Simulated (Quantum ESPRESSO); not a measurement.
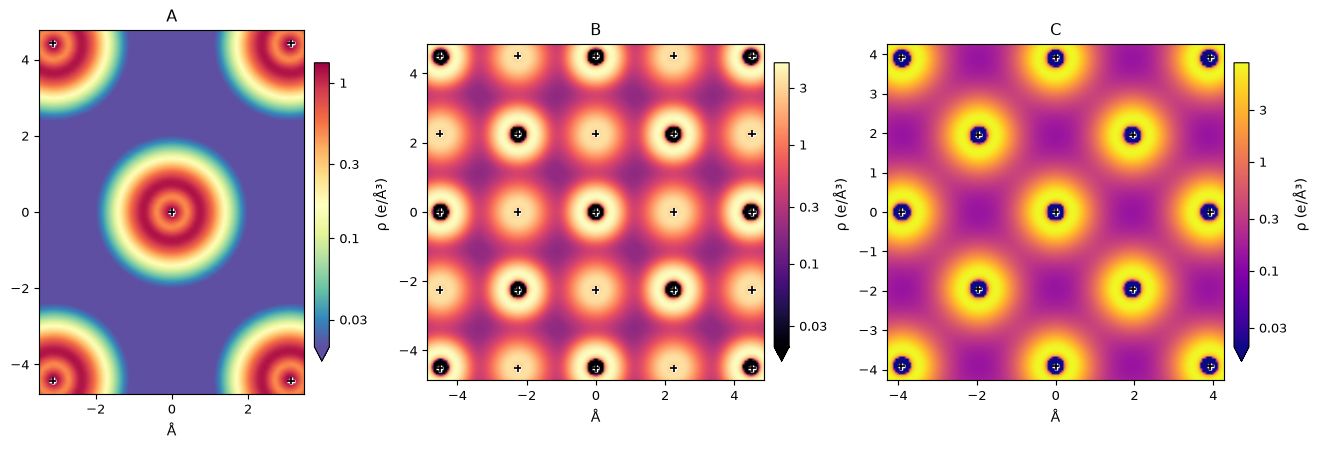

The valence electron density of 3 systems, each on a plane through atoms (crosses mark nuclei in the plane).

Theory: Kohn-Sham DFT of a periodic cell, PBEsol, GBRV 1.5 PBEsol in Quantum ESPRESSO 7.5.

System 1: Cs, the (11̄0) plane of the conventional cell. Space group Im-3m; a structure from a database of computed crystals, not necessarily the ambient phase.

System 2: Pt, the (010) plane of the conventional cell. Space group Fm-3m.

```
Pt
1.0
     3.92180    0.00000    0.00000
     0.00000    3.92180    0.00000
     0.00000    0.00000    3.92180
Pt
4
Direct
  0.00000 0.00000 0.00000
  0.50000 0.50000 0.00000
  0.50000 0.00000 0.50000
  0.00000 0.50000 0.50000
```

System 3: HfN, the (001) plane of the conventional cell. Space group Fm-3m; computed pressure about −3 GPa in this cell.

```yaml
crystal:
  lattice:
    - [4.51200, 0.00000, 0.00000]
    - [0.00000, 4.51200, 0.00000]
    - [0.00000, 0.00000, 4.51200]
  atoms:
    - { symbol: Hf, position: [0.00000, 0.00000, 0.00000] }
    - { symbol: Hf, position: [0.50000, 0.50000, 0.00000] }
    - { symbol: Hf, position: [0.50000, 0.00000, 0.50000] }
    - { symbol: Hf, position: [0.00000, 0.50000, 0.50000] }
    - { symbol: N, position: [0.50000, 0.00000, 0.00000] }
    - { symbol: N, position: [0.00000, 0.50000, 0.00000] }
    - { symbol: N, position: [0.00000, 0.00000, 0.50000] }
    - { symbol: N, position: [0.50000, 0.50000, 0.50000] }
```

Question: Match each panel to its system.

Answer: Panel A is system 1, Cs: the plane holds Cs. Cs–Cs (5.42 Å): the density is about 0.01 e/Å³ at the midpoint. Panel B is system 3, HfN: the plane holds Hf and N. Hf–N (2.26 Å): the density is about 0.47 e/Å³ at the midpoint. Panel C is system 2, Pt: the plane holds Pt. Pt–Pt (2.77 Å): ρ is about 0.37 e/Å³ halfway.
